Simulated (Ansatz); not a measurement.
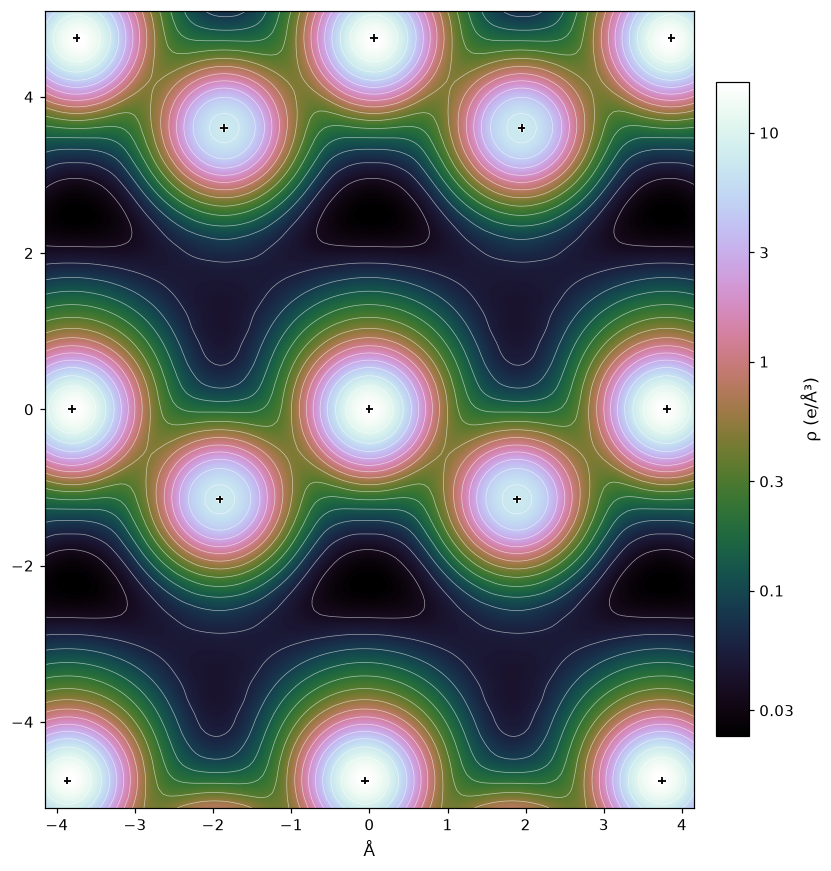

The valence pseudo-density on a plane through atoms (crosses mark nuclei in the plane).

Computed with DFT PBEsol, scalar-relativistic, plane waves, PAW in Ansatz 0.2.0.

Candidates:
A. SnO, a = 3.81 Å, b = 3.81 Å, c = 9.50 Å, α = 89.29°, β = 90.71°, γ = 90.00°. Space group C2/m; a structure from a database of computed crystals, not necessarily the ambient phase; changed on purpose from its base cell (strain +0.0175 x Voigt [0, 0, 0, 1, 0, 0], atoms carried along).
B. Al$_{3}$Ru$_{2}$, a = 3.07 Å, b = 6.15 Å, c = 7.45 Å, α = 101.90°, β = 101.90°, γ = 90.00°. Space group I4/mmm; a structure from a database of computed crystals, not necessarily the ambient phase; computed without spin polarisation.

Which system is this?

Candidate A: SnO on the (100) plane of the calculation cell, which holds Sn and O. Sn–O (2.21 Å): the density is about 0.49 e/Å³ at the midpoint.
